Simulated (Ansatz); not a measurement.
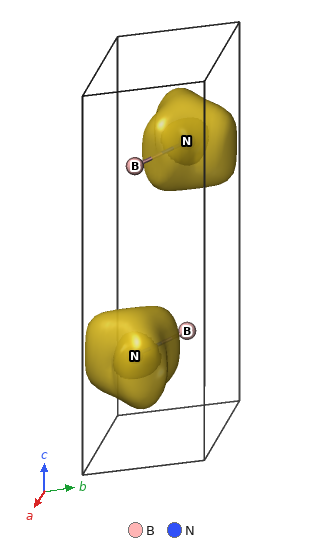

*BN. Isosurface of the electron localisation function at 0.7 (yellow), seen at an oblique angle. Only the valence region is drawn (cores and ρ < 0.01 e/Å³ removed). Sticks mark near contacts.*

Space group P6₃/mmc; started from the BN prototype; changed on purpose from its base cell (volume × 1.040).

The calculation used DFT PBE, scalar-relativistic, plane waves, PAW (Ansatz 0.2.0).

Core electrons are frozen (PAW), and the valence fields are smoothed inside the atomic spheres.

Identify the bonds, lone pairs and shells in this picture.

The surface consists of two regions on N in which the atom's valence shell and bonds are merged, counted in one cell of 4 atoms. Any copies at cell faces, edges or corners count once. Along the contacts the grid gives the following. B–N (1.45 Å): the ELF peaks at about 0.95 between the atoms; a shared but strongly polarised pair.

Metal or insulator at this level of theory?

It is gapped, with a Kohn–Sham gap of 4.4 eV on the k-point mesh (the band edges may lie off the mesh, which would make the gap smaller).
